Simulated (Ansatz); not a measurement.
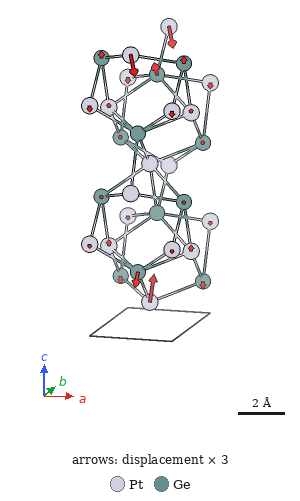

This is a relaxation of a slab of composition GePt (cut from the Pnma phase). The starting structure is drawn; red arrows show the displacements, magnified 3 times.

The picture is a ball-and-stick view of the cell of the calculation, outlined in the plane, without the vacuum (origin shifted), seen slightly off an axis.

The slab is the (0 0 1) face of GePt.

Theory: Ansatz, DFT PBE, scalar-relativistic, plane waves, PAW. (plane-wave cutoff 420 eV; k-point mesh 9 × 6 × 1; occupations gaussian; smearing width 0.1 eV; no spin polarisation; dipole correction; atoms relaxed in a fixed cell; force threshold 0.02 eV/Å; at most 60 steps)

Question: Which element moves most?

Answer: Platinum: up to 0.44 Å, against 0.26 Å for germanium.

Question: What happened in the run?

Answer: The energy falls by 1.143 eV per cell of the calculation in 4 accepted moves (5 points after the start). The largest force component goes from 1.7 to 0.016 eV/Å. The line search rejected the trial step at point 4 of the run. The largest moves relative to the layer's centre, 0.44 Å, are those of Pt atoms. Largest moves by element: Pt 0.44 Å, Ge 0.26 Å. The cell stays as it was. Some distances before and after: Ge–Pt 2.702 → 2.466 Å, Ge–Pt 2.702 → 2.898 Å, Ge–Pt 2.512 → 2.659 Å, Ge–Pt 2.678 → 2.589 Å. Bond angles that change, for instance: Ge–Pt–Ge 108.9° → 123.1°, Pt–Ge–Pt 119.9° → 108.7°, Pt–Ge–Pt 87.7° → 98.8°. The run took 3.9 min on 8 threads of Arm Neoverse V1 (shared host), peak memory 3.9 GiB.
